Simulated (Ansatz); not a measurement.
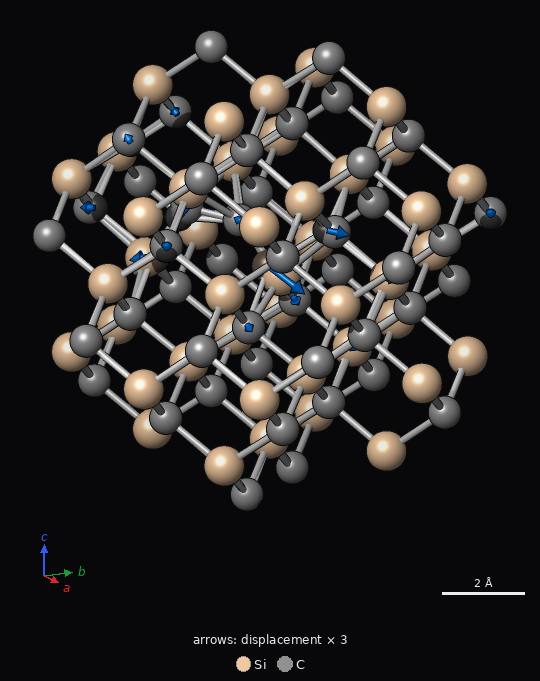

A relaxation of a defect cell of composition Si32C33 (cell charge −2). The starting structure is drawn faded, the final one solid; blue arrows show the displacements, 3 times their true length.

The picture is a ball-and-stick view of the atoms within 5.8 Å of the atom that moves most (axes of the cell of the calculation (origin shifted)), seen slightly off an axis.

Computed with Ansatz, DFT, PBEsol, PAW, plane waves. (plane-wave cutoff 420 eV; k-point mesh 1 × 1 × 1; mesh shifted by (0.25, 0.25, 0.25); no spin polarisation; atoms relaxed in a fixed cell; force threshold 0.03 eV/Å; at most 80 steps)

Describe the change and its energy.

Answer. The energy falls by 17.526 eV per cell of the calculation in 7 geometry steps. Largest force component: 40 eV/Å at the start, 0.012 eV/Å at the end. The largest move is that of a Si atom, 0.39 Å along [1 1 −1]. By element the largest moves are Si 0.39 Å, C 0.35 Å. The cell stays as it was. Near-neighbour distances that change, for instance: Si–Si 3.057 → 3.594 Å, C–Si 1.254 → 1.767 Å, C–Si 1.267 → 1.703 Å, Si–Si 3.011 → 3.375 Å. Among the angles between lasting bonds that change: Si–C–C 121.8° → 138.6°, Si–C–Si 93.6° → 109.5°, Si–C–Si 113.8° → 100.9°.

Limits of the set-up: the cell is charged, on a uniform background, and energies carry no finite-size correction.
